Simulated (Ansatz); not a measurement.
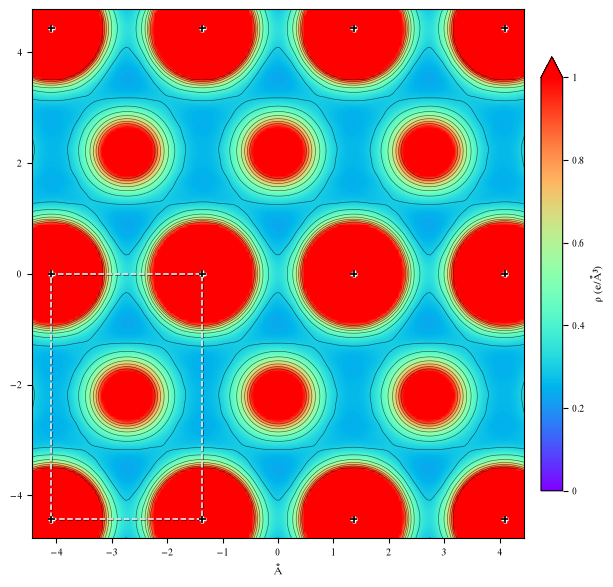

The valence electron density on a plane through atoms (crosses mark nuclei in the plane).

Level of theory: DFT r2SCAN, scalar-relativistic, plane waves, PAW (Ansatz 0.2.0).

Candidates:
A. MgO₂, a = 3.08 Å, b = 3.08 Å, c = 10.90 Å, α = 90.00°, β = 90.00°, γ = 120.00°. Space group R-3m; a structure from a database of computed crystals, not necessarily the ambient phase; changed on purpose from its base cell (strain -0.040 along x and y, +0.040 along z, atoms carried along); not relaxed (largest force 1.5 eV/Å); computed pressure about −4 GPa in this cell.
B. Rh, a = 2.73 Å, b = 2.73 Å, c = 4.43 Å, α = 90.00°, β = 90.00°, γ = 120.00°. Space group P6₃/mmc; a structure from a database of computed crystals, not necessarily the ambient phase; computed pressure about −10 GPa in this cell; computed without spin polarisation.

Which candidate gave the map?

Candidate B: Rh on the (100) plane of the conventional cell, which holds Rh. Rh–Rh (2.73 Å): the density is about 0.34 e/Å³ at the midpoint.
